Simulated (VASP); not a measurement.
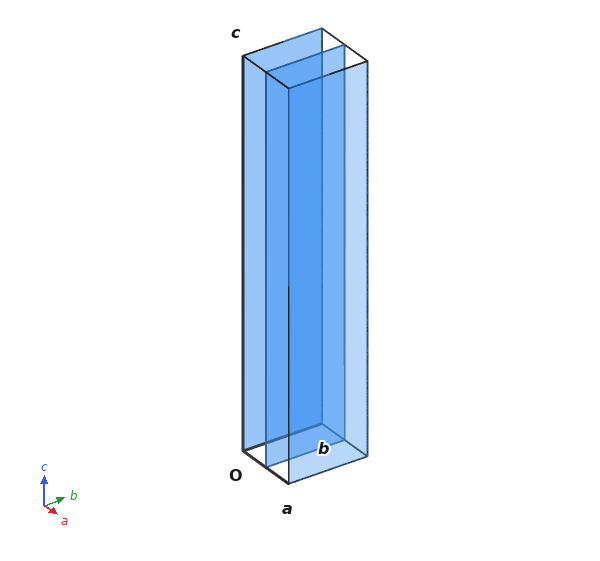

Every member of one family of equally spaced planes, hx + ky + lz = a whole number, that cuts the unit cell is shaded (one member passes through the origin O). Crystal: Co, a cell listed in the Materials Project, as set up for an electronic-structure calculation. All values are computed from the atomic coordinates in the standard setting (tolerance 0.002 Å).

a = 2.471 Å, b = 2.471 Å, c = 8.088 Å, α = 90.00°, β = 90.00°, γ = 120.00°.

What are the Miller indices?

Answer. (2 0 0), in four indices (2 0 −2 0); the opposite sign names the same planes. The member next to the origin meets the axes a at 1/2, b never, c never.

What is the spacing?

Answer. d = 1.070 Å.

The space group is P6₃/mmc, No. 194. How many reflections hkl are equivalent to this one (itself included), and does it occur?

Answer. 6 reflections are equivalent in the Laue class 6/mmm. The space group allows the reflection.
